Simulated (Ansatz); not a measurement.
# Run report: Ni, geometry relaxation

System: Ni (slab, 4 atoms in the cell).
Method: DFT, PBE, all-electron LAPW, scalar-relativistic, spin-polarised (Ansatz 0.2.0).

It belongs to a series of runs on one base structure; here: atoms relaxed, LAPW. Figures and captions count atoms from 1; the log counts them from 0 in places.

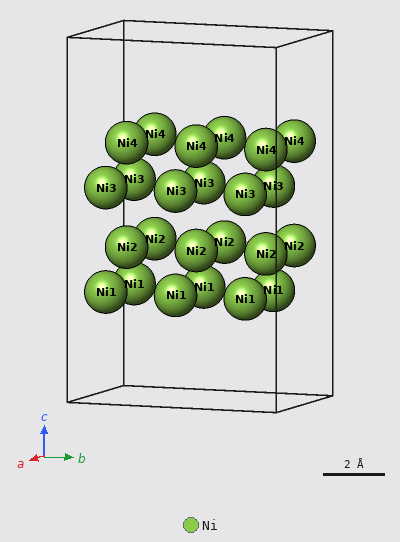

*The input geometry (spheres-only view of the 2 × 3 repeat of the cell, with the vacuum cut short, seen slightly off an axis; atoms are numbered from 1 in the order of the input).*

## Summary

```tsv
quantity	value
outcome	converged
electrons in bands (core shells apart)	72
free energy	−165529.8164 eV
Fermi energy	2.841 eV
net moment of the cell	2.72 μB
integrated absolute moment	3.09 μB
final volume	131.88 Å³
largest force (length of the vector) at the end	0.001 eV/Å
hardware	2 threads of Intel Xeon (Granite Rapids), 64 GiB of memory available, shared host
wall time	2.5 min (CPU time 5 min)
peak memory	1.2 GiB
```

## The input
```yaml
crystal:
  lattice:
    - [2.4893873964, 0.0, 0.0]
    - [0.0, 2.4893873964, 0.0]
    - [0.0, 0.0, 21.2808]
  atoms:
    - { symbol: Ni, position: [0.25, 0.25, 0.3783360471], spin: 1.0 }
    - { symbol: Ni, position: [0.75, 0.75, 0.4580019182], spin: 1.0 }
    - { symbol: Ni, position: [0.25, 0.25, 0.5419981692], spin: 1.0 }
    - { symbol: Ni, position: [0.75, 0.75, 0.6216638649], spin: 1.0 }
magnetization:
  spin_polarized: true
kpoints:
  mp_grid: { grid: [16, 16, 1] }
scf:
  occupations: { method: fermi_dirac, width: 0.1 }
hamiltonian:
  xc: pbe
  pseudopotentials: { kind: all_electron, lapw: { basis_error: 0.001 } }
output:
  forces: true
  stress: true
  eigenvalues: true
relax:
  f_tol: 0.01
  max_steps: 12
efield:
  axis: 3
  amplitude: 0
  dipole_correction: true
```

Launched with:
```bash
ansatz run input.yaml --threads 2 --pin off --max-ram 6144MiB --backend cpu --events-out ev --progress --plain --runs-dir out
```

## What the program printed
```
The last accepted step is kept in [file] (removed where the run ends without a failure and the disk answers)
LAPW: plane waves up to 9.553 Å⁻¹, error target 1.0e-3 eV per atom; small_component_spin mean_spin; Ni in spheres of 1.185 Å, 18 of its electrons in bands, Dirac shells [] (how accurate: hamiltonian.pseudopotentials.lapw.basis_error, Limitations)
Engine: ansatz 0.2.0, x86_64-unknown-linux-gnu
Pseudopotentials: kind: all_electron
Pseudopotential: Ni, LAPW, valence charge 18, lapw/all_electron/scalar/gaussian/Ni, Koelling and Harmon's equation, gaussian nucleus
Functional definition: PBE
  parameter kappa = 0.804
  parameter beta = 0.06672455060314922
  exchange = pbe_x(kappa = kappa, mu = beta*pi^2/3)
  correlation = pbe_c(beta = beta)
Crystal: 4 atoms, lattice volume = 131.878 Å³
Basis set: ecut = 347.7270401840333 eV, 1965 PW (Γ), exchange–correlation at level 2
Bands: 46, of which v1, the nominal top of the filled ones, is band 36 counted from 1 (35 counted from 0)
Symmetry: 8 space group operations
k-points: 45 of 256
Non-local potential: Ni, projectors of the file, none
Initial density: superposition of atomic densities (neutral atoms: chi_scale 0, normalization atom)
Starting moments: Σ|m| = 4 μB on 4 of 4 sites
Initial wavefunctions: plane waves of lowest kinetic energy (no species holds an atomic orbital)
Functional: x = pbe(κ = 0.804, μ = 0.2195149727645171), c = pbe(β = 0.06672455060314922)
iter 1 solved again at ethr=1.08e-2 eV; its pass at ethr=1.00e-1 eV (dr2=7.80e0 eV) is discarded
SCF iter   1: F=—  HF=-165530.770880 eV  |F-HF|=—  |Δ(HF+E_count)|=         —  Δρ=1.62e-2 (↑9.63e-3 ↓1.62e-2)  dr2=7.84e0  dr2_m=7.48e-2  M=2.954 μB ∫|m|=3.163 μB  β_m=1.00  ethr=1.08e-2  p=0.000 e·Å  D=3.27e-14 V/Å  ΔV_dip=-0.00 eV  dr2_dipole=2.83e-11  V_vac-E_F(+/−)=8.62/8.62 eV  ⟨swp⟩=2.0  Hψ=27217  notcnv=0
Mixer restart at iter 1: flushing history
efield: sawtooth ramp at fractional position 0.9500 (placed from the atoms, in the widest stretch of the axis that holds none; the zero of the levels goes with the place), width 0.1000; the density the first Hamiltonian is built on has a dipole p = 0.000 e·Å; the dipole correction subtracts the counter field D = 2.47e-12 V/Å, which shifts the + side's vacuum level by -0.00 eV against the − side's; the planar-averaged density in the ramp window peaks in size at 4.3e-7 e/Å³
preconditioner: auto → LDOS  [metal: Δε(μ)=0.003 eV  Ē_g=8.436 eV  σ=0.100 eV  W_gap=0.01  n_scr=16 (ndim 8)  ℏωp=20.5 eV  f_vac=0.601  D(μ)=8.41/eV (n_scr^D=82)]
spin=Collinear: LDOS preconditioning applied to the charge; magnetization (m = ρ↑ − ρ↓) channel mixes plain (no charge-response kernel on spin).
SCF iter   2: F=—  HF=-165530.107757 eV  |F-HF|=—  |Δ(HF+E_count)|=   6.63e-1  Δρ=7.72e-3 (↑6.12e-3 ↓7.72e-3)  dr2=3.26e0  dr2_m=2.74e-3  M=2.763 μB ∫|m|=3.071 μB  β_m=0.39  ethr=1.08e-2  p=0.000 e·Å  D=4.36e-9 V/Å  ΔV_dip=-0.00 eV  dr2_dipole=1.48e-11  V_vac-E_F(+/−)=7.39/7.39 eV  ⟨swp⟩=2.1  Hψ=12430  notcnv=0
density mixer auto → msr1: a metal under ldos (density of states about μ 3.51 of a free-electron gas's, 16 screened modes)
SCF iter   3: F=—  HF=-165529.749741 eV  |F-HF|=—  |Δ(HF+E_count)|=   3.58e-1  Δρ=5.31e-3 (↑5.31e-3 ↓3.18e-3)  dr2=3.69e-1  dr2_m=1.01e-2  M=2.595 μB ∫|m|=2.986 μB  β_m=0.65  ethr=4.53e-3  p=0.000 e·Å  D=9.07e-9 V/Å  ΔV_dip=-0.00 eV  dr2_dipole=4.80e-12  V_vac-E_F(+/−)=5.78/5.78 eV  ⟨swp⟩=2.8  Hψ=12602  notcnv=0
SCF iter   4: F=—  HF=-165529.806157 eV  |F-HF|=—  |Δ(HF+E_count)|=         —  Δρ=2.06e-3 (↑2.06e-3 ↓1.02e-3)  dr2=4.65e-2  dr2_m=1.27e-3  M=2.661 μB ∫|m|=3.012 μB  β_m=0.61  ethr=5.13e-4  p=-0.000 e·Å  D=-8.47e-8 V/Å  ΔV_dip=0.00 eV  dr2_dipole=5.56e-15  V_vac-E_F(+/−)=5.16/5.16 eV  ⟨swp⟩=2.9  Hψ=12553  notcnv=0
the basis was enlarged: its passes take 1.7 MiB over the memory plan, 2 of 2 planned eigensolver slots
SCF iter   5: F=—  HF=-165529.815691 eV  |F-HF|=—  |Δ(HF+E_count)|=         —  Δρ=1.67e-3 (↑1.67e-3 ↓6.68e-4)  dr2=2.10e-2  dr2_m=1.53e-3  M=2.716 μB ∫|m|=3.064 μB  β_m=0.61  ethr=6.46e-5  p=-0.000 e·Å  D=-3.44e-8 V/Å  ΔV_dip=0.00 eV  dr2_dipole=2.02e-13  V_vac-E_F(+/−)=4.95/4.95 eV  ⟨swp⟩=2.1  Hψ=11721  notcnv=0
SCF iter   6: F=—  HF=-165529.814309 eV  |F-HF|=—  |Δ(HF+E_count)|=   1.38e-3  Δρ=9.66e-4 (↑9.66e-4 ↓6.29e-4)  dr2=3.69e-3  dr2_m=5.25e-4  M=2.724 μB ∫|m|=3.071 μB  β_m=0.73  ethr=2.91e-5  p=-0.000 e·Å  D=-2.14e-8 V/Å  ΔV_dip=0.00 eV  dr2_dipole=9.56e-14  V_vac-E_F(+/−)=4.83/4.83 eV  ⟨swp⟩=2.5  Hψ=11845  notcnv=0
SCF iter   7: F=—  HF=-165529.815748 eV  |F-HF|=—  |Δ(HF+E_count)|=   1.44e-3  Δρ=5.36e-4 (↑5.36e-4 ↓2.87e-4)  dr2=4.38e-3  dr2_m=4.22e-5  M=2.713 μB ∫|m|=3.077 μB  β_m=0.72  ethr=5.12e-6  p=-0.000 e·Å  D=-1.57e-8 V/Å  ΔV_dip=0.00 eV  dr2_dipole=2.03e-13  V_vac-E_F(+/−)=4.87/4.87 eV  ⟨swp⟩=2.3  Hψ=11716  notcnv=0
SCF iter   8: F=—  HF=-165529.816064 eV  |F-HF|=—  |Δ(HF+E_count)|=   3.16e-4  Δρ=3.00e-4 (↑2.63e-4 ↓3.00e-4)  dr2=1.23e-3  dr2_m=5.20e-6  M=2.714 μB ∫|m|=3.087 μB  β_m=0.86  ethr=5.12e-6  p=0.000 e·Å  D=5.44e-9 V/Å  ΔV_dip=-0.00 eV  dr2_dipole=2.79e-14  V_vac-E_F(+/−)=4.85/4.85 eV  ⟨swp⟩=2.0  Hψ=11697  notcnv=0
SCF iter   9: F=—  HF=-165529.816306 eV  |F-HF|=—  |Δ(HF+E_count)|=   2.42e-4  Δρ=2.85e-4 (↑1.61e-4 ↓2.85e-4)  dr2=1.46e-3  dr2_m=9.75e-6  M=2.715 μB ∫|m|=3.089 μB  β_m=0.78  ethr=1.71e-6  p=-0.000 e·Å  D=-4.95e-9 V/Å  ΔV_dip=0.00 eV  dr2_dipole=4.57e-13  V_vac-E_F(+/−)=4.88/4.88 eV  ⟨swp⟩=2.0  Hψ=11686  notcnv=0
SCF iter  10: F=—  HF=-165529.816403 eV  |F-HF|=—  |Δ(HF+E_count)|=   9.70e-5  Δρ=1.59e-4 (↑9.42e-5 ↓1.59e-4)  dr2=4.97e-4  dr2_m=1.09e-5  M=2.717 μB ∫|m|=3.095 μB  β_m=0.73  ethr=1.71e-6  p=-0.000 e·Å  D=-1.62e-8 V/Å  ΔV_dip=0.00 eV  dr2_dipole=8.81e-13  V_vac-E_F(+/−)=4.91/4.91 eV  ⟨swp⟩=2.6  Hψ=11779  notcnv=0
iter 11 solved again at ethr=2.68e-8 eV; its pass at ethr=6.90e-7 eV (dr2=1.93e-5 eV) is discarded
SCF iter  11: F=—  HF=-165529.816362 eV  |F-HF|=—  |Δ(HF+E_count)|=   4.08e-5  Δρ=4.87e-5 (↑4.87e-5 ↓4.11e-5)  dr2=1.94e-5  dr2_m=1.43e-6  M=2.716 μB ∫|m|=3.093 μB  β_m=0.87  ethr=2.68e-8  p=0.000 e·Å  D=8.73e-9 V/Å  ΔV_dip=-0.00 eV  dr2_dipole=9.00e-13  V_vac-E_F(+/−)=4.88/4.88 eV  ⟨swp⟩=2.0  Hψ=20305  notcnv=0
SCF iter  12: F=—  HF=-165529.816372 eV  |F-HF|=—  |Δ(HF+E_count)|=   9.94e-6  Δρ=2.41e-5 (↑1.24e-5 ↓2.41e-5)  dr2=1.12e-6  dr2_m=2.62e-7  M=2.716 μB ∫|m|=3.091 μB  β_m=0.93  ethr=2.68e-8  p=0.000 e·Å  D=8.43e-9 V/Å  ΔV_dip=-0.00 eV  dr2_dipole=1.21e-12  V_vac-E_F(+/−)=4.88/4.88 eV  ⟨swp⟩=2.6  Hψ=11785  notcnv=0
SCF iter  13: F=—  HF=-165529.816376 eV  |F-HF|=—  |Δ(HF+E_count)|=   3.32e-6  Δρ=1.87e-5 (↑1.21e-5 ↓1.87e-5)  dr2=8.05e-6  dr2_m=7.93e-8  M=2.716 μB ∫|m|=3.090 μB  β_m=0.75  ethr=1.56e-9  p=-0.000 e·Å  D=-2.72e-9 V/Å  ΔV_dip=0.00 eV  dr2_dipole=2.68e-12  V_vac-E_F(+/−)=4.88/4.88 eV  ⟨swp⟩=3.0  Hψ=13327  notcnv=0
SCF iter  14: F=—  HF=-165529.816374 eV  |F-HF|=—  |Δ(HF+E_count)|=   1.46e-6  Δρ=2.83e-6 (↑1.70e-6 ↓2.83e-6)  dr2=1.80e-7  dr2_m=2.43e-9  M=2.716 μB ∫|m|=3.089 μB  β_m=0.76  ethr=1.56e-9  p=0.000 e·Å  D=7.69e-9 V/Å  ΔV_dip=-0.00 eV  dr2_dipole=8.29e-13  V_vac-E_F(+/−)=4.88/4.88 eV  ⟨swp⟩=3.0  Hψ=12891  notcnv=0
SCF iter  15: F=-165529.816374 eV  HF=-165529.816374 eV  |F-HF|=8.38e-8  |Δ(HF+E_count)|=   4.96e-8  Δρ=2.01e-6 (↑5.86e-7 ↓2.01e-6)  dr2=5.03e-8  dr2_m=7.98e-10  M=2.716 μB ∫|m|=3.090 μB  ethr=2.50e-10  p=-0.000 e·Å  D=-1.45e-8 V/Å  ΔV_dip=0.00 eV  dr2_dipole=5.43e-14  V_vac-E_F(+/−)=4.88/4.88 eV  ⟨swp⟩=2.7  Hψ=11792  notcnv=0
SCF 1 converged in 15 iterations: F = -165529.816374 eV  dr2 = 5.03e-8
relax step   1: F+E_penalty+E_count = -165529.81637423 eV  Δ(F+E_penalty+E_count) = +0.000e0 eV  max|allowed force component| = 7.419e-4 eV/Å  Δτ_max = 0.0000 Å  (15 SCF iters, dr2 threshold 2.50e-6 eV, accepted)
Initial density: handed on by an earlier stage of this run
Starting moments: Σ|m| = 4 μB on 4 of 4 sites; this step starts from the density that it was given
Initial wavefunctions: those handed on with the density
iter 1 solved again at ethr=1.00e-12 eV; its pass at ethr=1.00e-1 eV (dr2=3.14e-10 eV) is discarded
SCF iter   1: F=—  HF=-165529.816374 eV  |F-HF|=—  |Δ(HF+E_count)|=         —  Δρ=4.91e-7 (↑3.72e-7 ↓4.91e-7)  dr2=3.18e-10  dr2_m=1.29e-10  M=2.716 μB ∫|m|=3.090 μB  β_m=1.00  ethr=2.18e-12 (applied; sched 1.00e-12)  p=-0.000 e·Å  D=-1.45e-8 V/Å  ΔV_dip=0.00 eV  dr2_dipole=2.07e-12  V_vac-E_F(+/−)=4.88/4.88 eV  ⟨swp⟩=2.2  Hψ=16760  notcnv=0
efield: sawtooth ramp at fractional position 0.9500 (handed on by an earlier solve), width 0.1000; the density the first Hamiltonian is built on has a dipole p = -0.000 e·Å; the dipole correction subtracts the counter field D = -1.45e-8 V/Å, which shifts the + side's vacuum level by +0.00 eV against the − side's; the planar-averaged density in the ramp window peaks in size at 2.1e-7 e/Å³
preconditioner: auto → LDOS  [metal: Δε(μ)=0.005 eV  Ē_g=7.418 eV  σ=0.100 eV  W_gap=0.01  n_scr=10 (ndim 8)  ℏωp=20.5 eV  f_vac=0.612  D(μ)=7.20/eV (n_scr^D=72)]
spin=Collinear: LDOS preconditioning applied to the charge; magnetization (m = ρ↑ − ρ↓) channel mixes plain (no charge-response kernel on spin).
SCF iter   2: F=-165529.816374 eV  HF=-165529.816374 eV  |F-HF|=7.87e-8  |Δ(HF+E_count)|=   4.92e-9  Δρ=2.05e-6 (↑3.94e-7 ↓2.05e-6)  dr2=4.76e-8  dr2_m=9.28e-10  M=2.716 μB ∫|m|=3.090 μB  ethr=2.98e-12 (applied; sched 1.00e-12)  p=-0.000 e·Å  D=-5.26e-9 V/Å  ΔV_dip=0.00 eV  dr2_dipole=2.45e-13  V_vac-E_F(+/−)=4.88/4.88 eV  ⟨swp⟩=2.0  Hψ=11684  notcnv=0
SCF 2 converged in 2 iterations: F = -165529.816374 eV  dr2 = 4.76e-8
relax step   2: F+E_penalty+E_count = -165529.81637424 eV  Δ(F+E_penalty+E_count) = -7.421e-9 eV  max|allowed force component| = 7.271e-4 eV/Å  Δτ_max = 0.0000 Å  (2 SCF iters, accepted)
```

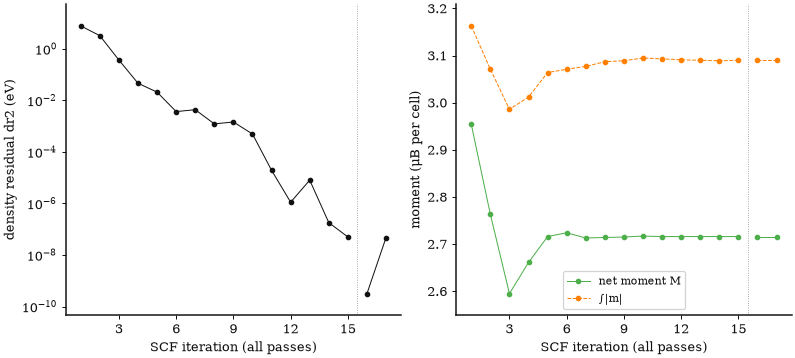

*Convergence of the self-consistent field: density residual dr2 and magnetic moment against the SCF iteration. The dotted lines part the SCF passes of the relaxation: geometry steps, rejected trials and re-solves on a re-selected basis.*

The passes take 15 and 2 iterations. The net moment goes from 3.0 to 2.7 μB per cell.

```
SCF converged after 2 iterations
Stability not checked: this state was not tested for a lower state beside it, because the mixer in use, unlike msr1, does not test its closes by its own steps (another_mixer; see scf.mixing.algorithm and scf.lower_state_search)
Magnetization: 2.7158 μB (37.3579 up, 34.6421 down)
Absolute magnetization: 3.0895 μB (∫|ρ↑−ρ↓|)
Spin contamination: 0.0385 ħ² per cell (⟨S²⟩ above its minimum at these occupations)
Per-site moments (μB) at R_I (Å): [(0.7496914973815691, 1.1853002465584572), (0.6804332338577606, 1.1853002465584572), (0.6804333950547878, 1.1853002465584572), (0.749691497057345, 1.1853002465584572)]
Free energy (F): -165529.816374 eV
Harris-Foulkes:  -165529.816374 eV  (|F-HF|=7.87e-8)
Internal energy: -165529.582147 eV  (E = F + TS)
E sigma→0 (E₀):  -165529.699261 eV
Entropy (-TS):   -0.234227 eV (-58.557 meV/atom)
Fermi energy:    2.841367 eV
Dipole field:    D = -0.000000 V/Å  (p = -0.000000 e·Å, saw-weighted, corrected)
Work function:   Φ+ = 4.8825 eV   Φ− = 4.8825 eV
Levels:          The Fermi level and band energies are counted from a zero that moves with the ramp; work functions are not
--- Per-component energies (eV) ---
  E_band       = -2227.956904
  E_kinetic    = 168177.764780
  E_xc         = -6921.333399
  E_efield     = 0.000000  (sawtooth field / dipole correction)
  E_electrostatic = -326786.013528  (all electrons and nuclei)
  E_smearing   = -0.234227  (= −TS)
  E_closure    = 0.000000  (closes the sum)
  E_atoms      = -165503.023614  (free atoms, spherical and without spin; not in F)
  Σ components = -165529.816374   (vs F -165529.816374, Δ=0.00e0)
  Basis errors (estimates in eV, not in F): energy 3.4e-4 per atom: plane waves 3.1e-4 (1.8e-4 summed), levels above the bands 1.1e-41, relativity 3.2e-8, radial functions 2.8e-5, core shells 1.5e-9; eigenvalues (radial functions only) 3.2e-7; not estimated: angular momenta, meshes, grids; target (lapw.basis_error) 1.0e-3; muffin-tin radii Ni 1.185 Å
--- Forces (eV/Å), atoms counted from 1 ---
  atom   1  Ni     0.00000000     0.00000000     0.00060204
  atom   2  Ni    -0.00000000     0.00000000    -0.00072674
  atom   3  Ni     0.00000000     0.00000000     0.00070485
  atom   4  Ni    -0.00000000     0.00000000    -0.00057857
  max |Σ_I F_I| component: 1.58e-6 eV/Å
--- Stress (GPa, compression-positive) ---
       -1.750614       0.000000      -0.000000
        0.000000      -1.750614       0.000000
       -0.000000       0.000000      -0.000138
  P = ⅓ Tr σ = -1.1671 GPa (-11.671 kbar)
--- Band table (eV; the first three rows and the last of 90) ---
  k-point 0 ↑: bands = ["-100.8612", "-100.8414", "-100.5034", "-100.5034", "-61.3082", "-61.2144", "-61.1799", "-61.1799", "-61.1438", "-61.1438", "-60.8958", "-60.8958", "-60.8954", "-60.8954", "-60.7607", "-60.7590", "-5.6727", "-3.9708", "-2.0046", "-1.7076", "-1.2153", "-0.7146", "0.0185", "0.3521", "0.5478", "0.5478", "1.1121", "1.1121", "1.1666", "1.2742", "1.5197", "1.6075", "1.8286", "1.9059", "1.9059", "2.1643", "2.2697", "2.2864", "2.2864", "3.0250", "4.6535", "7.5871", "7.6962", "8.8522", "9.8408", "11.6993"]
  k-point 1 ↑: bands = ["-100.8606", "-100.8412", "-100.5030", "-100.5030", "-61.3073", "-61.2170", "-61.1820", "-61.1791", "-61.1483", "-61.1436", "-60.8998", "-60.8997", "-60.8955", "-60.8952", "-60.7602", "-60.7587", "-5.5732", "-3.8796", "-1.9290", "-1.6488", "-1.1839", "-0.6922", "0.0249", "0.3766", "0.5341", "0.5588", "0.8691", "1.0913", "1.2933", "1.4208", "1.5316", "1.5971", "1.7158", "1.7552", "1.9832", "2.1220", "2.1431", "2.2472", "2.3052", "3.2433", "4.8904", "7.6875", "7.7894", "8.9542", "9.9290", "11.7972"]
  k-point 2 ↑: bands = ["-100.8588", "-100.8405", "-100.5018", "-100.5018", "-61.3046", "-61.2254", "-61.1872", "-61.1768", "-61.1612", "-61.1434", "-60.9117", "-60.9113", "-60.8948", "-60.8945", "-60.7588", "-60.7579", "-5.2792", "-3.6150", "-1.7247", "-1.4858", "-1.0900", "-0.6166", "0.0413", "0.4416", "0.5081", "0.5888", "0.6432", "1.0306", "1.2925", "1.5346", "1.5363", "1.5538", "1.5596", "1.5907", "1.9816", "2.0169", "2.0508", "2.2151", "2.3192", "3.7226", "5.4705", "7.9881", "8.0676", "9.2599", "10.1922", "12.0906"]
  k-point 44 ↓: bands = ["-99.9637", "-99.9637", "-99.5614", "-99.5614", "-60.4604", "-60.4604", "-60.4033", "-60.4033", "-60.3827", "-60.3827", "-60.0761", "-60.0761", "-60.0753", "-60.0753", "-59.9024", "-59.9024", "-1.1860", "-1.1860", "-0.5293", "-0.5293", "-0.3265", "-0.3265", "0.1972", "0.1972", "1.5006", "1.5006", "2.4405", "2.4405", "2.7915", "2.7915", "2.8695", "2.8695", "3.2034", "3.2034", "3.4844", "3.4844", "6.2801", "6.2801", "8.7469", "8.7469", "11.9489", "11.9489", "12.4450", "12.4450", "13.2537", "13.2537"]
--- Relaxed structure (2 steps of the walk, 2 accepted, 0 SCFs on fresh bases) ---
  F+E_penalty+E_count = -165529.81637424 eV   max|allowed force component| = 7.271e-4 eV/Å
  atoms:
    - { symbol: Ni, position: [0.24999999999999997, 0.24999999999999997, 0.37833604709999996] }
    - { symbol: Ni, position: [0.75, 0.75, 0.45800191819999997] }
    - { symbol: Ni, position: [0.24999999999999997, 0.24999999999999997, 0.5419981691999999] }
    - { symbol: Ni, position: [0.75, 0.75, 0.6216638648999999] }
```

## Trajectory as extended XYZ (Å, eV, eV/Å), 2 frames, from step=1 to step=2
```
4
Lattice="2.4894 0.0000 0.0000 0.0000 2.4894 0.0000 0.0000 0.0000 21.2808" Properties=species:S:1:pos:R:3:forces:R:3 step=1 energy=-165529.81637
Ni    0.6223    0.6223    8.0513    0.0000   0.0000   0.0006
Ni    1.8670    1.8670    9.7466    0.0000   0.0000  -0.0007
Ni    0.6223    0.6223   11.5342    0.0000   0.0000   0.0007
Ni    1.8670    1.8670   13.2295    0.0000   0.0000  -0.0006
4
Lattice="2.4894 0.0000 0.0000 0.0000 2.4894 0.0000 0.0000 0.0000 21.2808" Properties=species:S:1:pos:R:3:forces:R:3 step=2 energy=-165529.81637
Ni    0.6223    0.6223    8.0513    0.0000   0.0000   0.0006
Ni    1.8670    1.8670    9.7466    0.0000   0.0000  -0.0007
Ni    0.6223    0.6223   11.5342    0.0000   0.0000   0.0007
Ni    1.8670    1.8670   13.2295    0.0000   0.0000  -0.0006
```

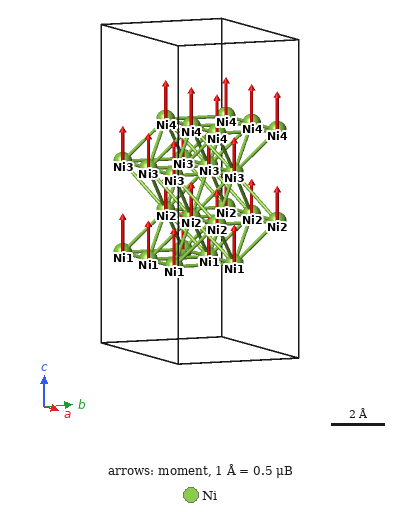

*Magnetic moments of the sites as red arrows (ball-and-stick view of the 3 × 2 repeat of the cell, with the vacuum cut short, seen slightly off an axis; atoms are numbered from 1 in the order of the input); small moments hardly show. The run is collinear, so the axis drawn is arbitrary.*

Site moments: Ni1, Ni4 (0.75 μB); Ni2, Ni3 (0.68 μB). They are counted near the atoms and needn't add up to the moment of the cell.
